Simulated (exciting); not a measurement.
**Al: 7 runs along one coordinate**

System: Al (Fm-3m, 1 atom in the cell).
Method: Kohn-Sham DFT of a periodic cell, PBE, all-electron LAPW+lo, shipped species files, no spin polarisation (exciting sodium).

The 7 runs differ only in the geometry, by an even scaling of the cell at fixed fractional positions. The structure derives from an entry of the Crystallography Open Database.

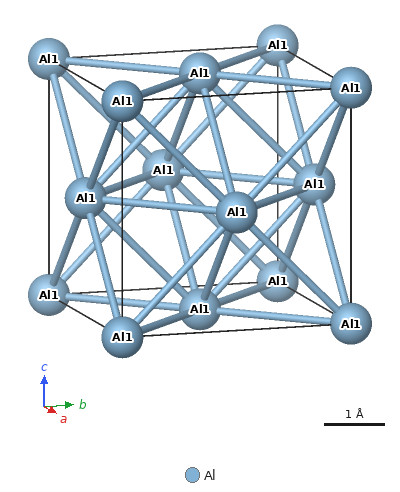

Figure 1. The structure of run 4 (ball-and-stick view of the cell 4 times as large as that of the calculation, set on its symmetry axes, seen slightly off an axis; atoms are numbered from 1 in the order of the input).

**Input of run 4**
```
<input>
  <title>Al</title>
  <structure speciespath="./" tshift="false">
    <crystal scale="1">
      <basevect>0.000000000000 3.826326905773 3.826326905773</basevect>
      <basevect>3.826326905773 0.000000000000 3.826326905773</basevect>
      <basevect>3.826326905773 3.826326905773 0.000000000000</basevect>
    </crystal>
    <species speciesfile="Al.xml" rmt="2">
      <atom coord="0.000000000000 0.000000000000 0.000000000000"/>
    </species>
  </structure>
  <groundstate do="fromscratch" ngridk="11 11 11" rgkmax="7.5" gmaxvr="14" lmaxapw="10" lmaxmat="10" lmaxvr="8" xctype="GGA_PBE" stype="Fermi Dirac" swidth="0.00183747" nempty="8" ValenceRelativity="iora*" epsengy="1e-05" epspot="1e-05" maxscl="60" tforce="true" outputlevel="normal"/>
</input>
```

Command:
```bash
OMP_NUM_THREADS=1 exciting_smp
```

Run 6 has the same physical settings and fractional positions; its lattice vectors (Å) are:
```
   0.000000    2.051450    2.051450
   2.051450    0.000000    2.051450
   2.051450    2.051450    0.000000
```

**Results, with one run withheld**

| run | volume per atom (Å³) | free energy per atom, from the lowest run given (meV) |
| --- | --- | --- |
| 1 | 15.607 | 13.73 |
| 2 | 15.939 | 5.34 |
| 3 | 16.271 | 0.97 |
| 4 | 16.603 | 0.00 |
| 5 | 16.935 | 2.49 |
| 6 | 17.267 | ? |
| 7 | 17.599 | 15.66 |

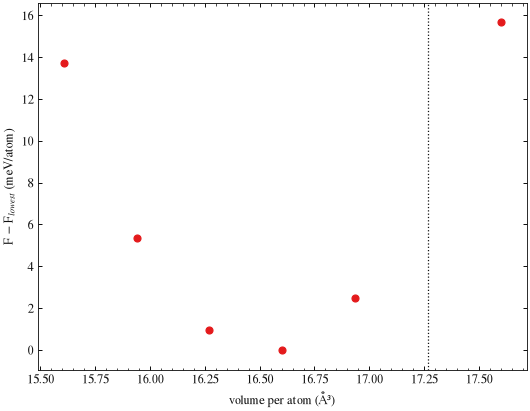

Figure 2. Free energy per atom of the runs given; the dotted line marks run 6.

What should run 6 give?

A cubic polynomial in V^(−2/3) (the Birch–Murnaghan form), fitted to the 6 runs given, misses them by at most 0.07 meV per atom. With x = V^(−2/3) − 0.15447 Å⁻², it reads F = 0.0055144 + 233.65 x + 3.8766e+05 x² + 95597 x³ (meV per atom). At run 6 it gives 7.74 meV per atom, and the run itself gives 7.93. The fit has its minimum at 16.520 Å³ per atom, where V d²F/dV² gives 79.4 GPa: the bulk modulus at this level, since symmetry fixes the shape and the positions.

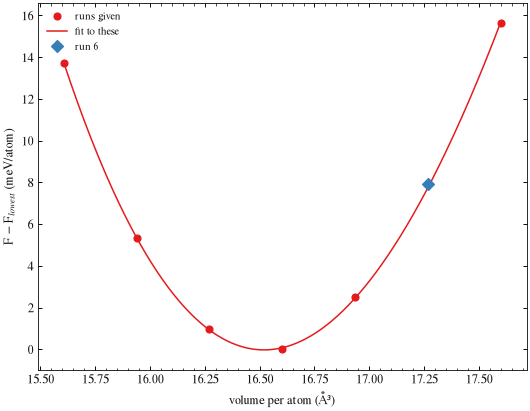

Figure 3. The fit and the withheld run.

**Some lines of the output (run 6)**
```
[...]
 DOS at Fermi energy (states/Ha/cell)       :        15.18433044
 Absolute change in total energy   (target) :  0.633889E-03  ( 0.100000E-04)
 Total energy                               :      -242.82157073
 DOS at Fermi energy (states/Ha/cell)       :        15.18434074
 Absolute change in total energy   (target) :  0.837310E-04  ( 0.100000E-04)
 Total energy                               :      -242.82157657
 Fermi energy                               :         0.25285390
 DOS at Fermi energy (states/Ha/cell)       :        15.18433361
 Absolute change in total energy   (target) :  0.584523E-05  ( 0.100000E-04)
 Total energy                               :      -242.82157632
 DOS at Fermi energy (states/Ha/cell)       :        15.18433573
 Absolute change in total energy   (target) :  0.253985E-06  ( 0.100000E-04)
 Total energy                               :      -242.82157625
 DOS at Fermi energy (states/Ha/cell)       :        15.18433630
```
